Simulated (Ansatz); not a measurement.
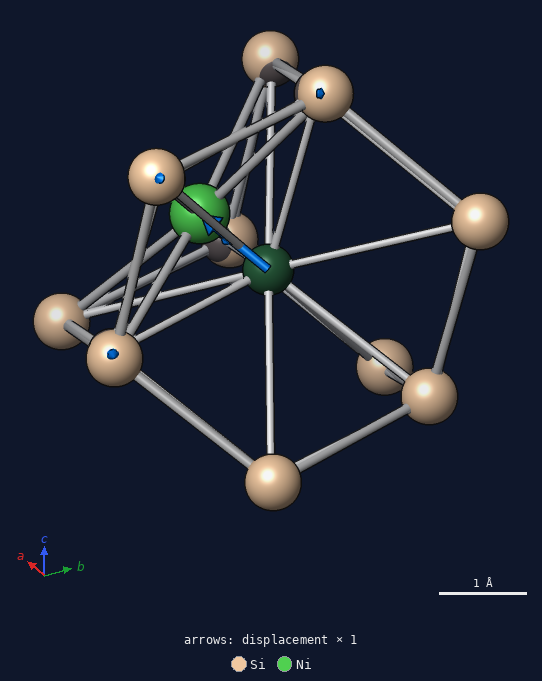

A relaxation of a defect cell of composition Si64Ni (cell charge +2). The starting structure is drawn faded, the final one solid; blue arrows show the displacements, at their true length.

Style: ball-and-stick. Shown: the atoms within 4.2 Å of the atom that moves most (axes of the cell of the calculation (origin shifted)), from a free direction.

Level of theory: Ansatz, DFT, PBEsol, PAW, plane waves. (plane-wave cutoff 420 eV; k-point mesh 1 × 1 × 1; mesh shifted by (0.25, 0.25, 0.25); collinear spin; atoms relaxed in a fixed cell; force threshold 0.03 eV/Å; at most 80 steps)

Which element moves most?

Nickel: up to 1.03 Å, against 0.10 Å for silicon.

What did the optimiser do to the structure, and how much energy did it gain?

The energy falls by 0.739 eV per cell of the calculation in 10 accepted moves (11 points after the start). The largest force component goes from 0.81 to 0.016 eV/Å. The line search rejected the trial step at point 10 of the run. The largest move is that of the Ni atom, 1.03 Å along [1 −1 1]. Largest moves by element: Ni 1.03 Å, Si 0.10 Å. The lattice vectors keep their values. Some distances before and after: Ni–Si 2.407 → 3.409 Å, Ni–Si 2.704 → 3.486 Å, Ni–Si 2.691 → 3.471 Å, Ni–Si 2.810 → 3.486 Å. Bonds break: Ni–Si (2.41 → 3.41 Å). Bond angles that change, for instance: Si–Ni–Si 125.7° → 175.0°, Si–Ni–Si 127.1° → 175.0°, Si–Ni–Si 91.7° → 116.6°. The program noted that the starting moments weren't kept. Cost: 2.3 min on 8 threads of INTEL(R) XEON(R) PLATINUM 8581C CPU @ 2.10GHz, peak memory 3 GiB.

Limits of the set-up: the cell is charged, on a uniform background, and energies carry no finite-size correction.
